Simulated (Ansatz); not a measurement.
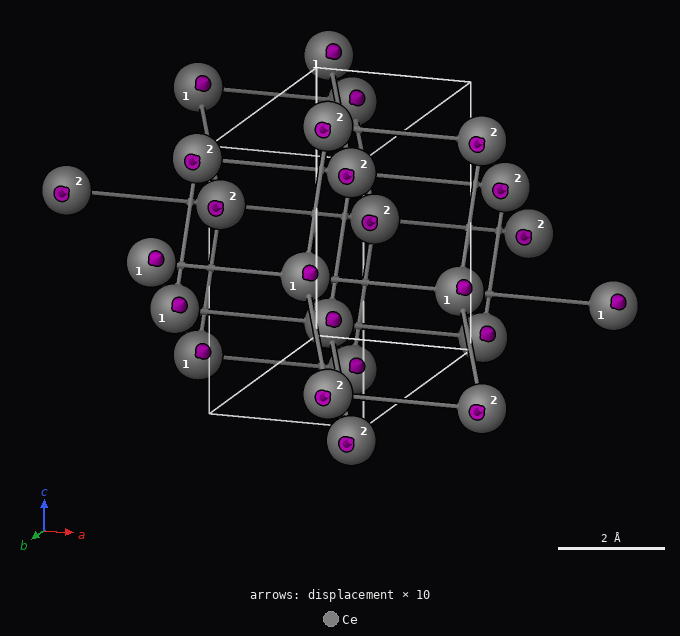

This is a relaxation of solid Ce (set up in Cmcm). The starting structure is drawn; purple arrows show the displacements (the part carried along by the change of the cell is left out), 10 times their true length.

A ball-and-stick model of the conventional cell (2 times the calculation's cell), seen from a free direction. Lengths and directions refer to the drawn axes.

The start is a measured structure.

Level of theory: DFT, PAW plane waves, r2SCAN (Ansatz 0.2.0).

Input file:
```yaml
crystal:
  lattice:
    - [1.547, 3.0035, 0.0]
    - [1.547, -3.0035, 0.0]
    - [0.0, 0.0, -5.246]
  atoms:
    - { symbol: Ce, position: [0.105, 0.895, 0.75] }
    - { symbol: Ce, position: [0.895, 0.105, 0.25] }
kpoints:
  mp_grid: { grid: [8, 8, 5], shift: [0, 0, 0] }
magnetization:
  spin_polarized: false
scf:
  occupations: { method: fermi_dirac }
  lower_state_search: "off"
hamiltonian:
  pseudopotentials: { kind: paw }
  xc: r2scan
basis:
  ecutwfc: 500
  fft_grid_basis: typed
relax:
  max_steps: 40
  cell: { p_target: 5.0 }
output:
  forces: true
  stress: true
  eigenvalues: true
  bader: true
  populations: true
  elf: true
  write_potential: true
  volumetric_format: npy
  dos:
    e_range: [-12, 8]
    de: 0.05
    projected: { site_lists: { Ce: [Ce] } }
  write_density: true
checkpoint:
  read: saved_state
```

Launched with:
```bash
ansatz run input.yaml --threads 2 --pin off --max-ram 2560MiB --backend cpu --events-out ev --progress --plain --runs-dir out
```

What happened in the run?

Answer. The energy rises by 14.3 meV per atom in 6 accepted moves (7 points after the start). With the target pressure of 5 GPa, the enthalpy E + pV changes by −20.0 meV per atom. Largest force component: 0.27 eV/Å at the start, 0.00043 eV/Å at the end. The pressure goes from 2.00 to 4.99 GPa. At 1 point the geometry stayed and the basis and grid were re-selected for the new cell (energy shift of 0.3 meV per atom at most each time). The largest moves relative to the cell, 0.057 Å, are those of Ce1 and Ce2. Ce2 goes along +b. The drawn cell changes as follows: a 3.094 → 3.026 Å (−2.2 %), b 6.007 → 6.017 Å (+0.2 %), c 5.246 → 5.114 Å (−2.5 %); the volume changes by −4.5 %. Some distances before and after: Ce1–Ce2 2.911 → 2.804 Å, Ce1–Ce1 3.094 → 3.026 Å, Ce1–Ce1 (another image) 3.378 → 3.368 Å. Bond angles that change, for instance: Ce2–Ce1–Ce2 128.6° → 131.6°. The space group stays Cmcm (No. 63).

Limits of the set-up: 4f states are treated without a Hubbard U.
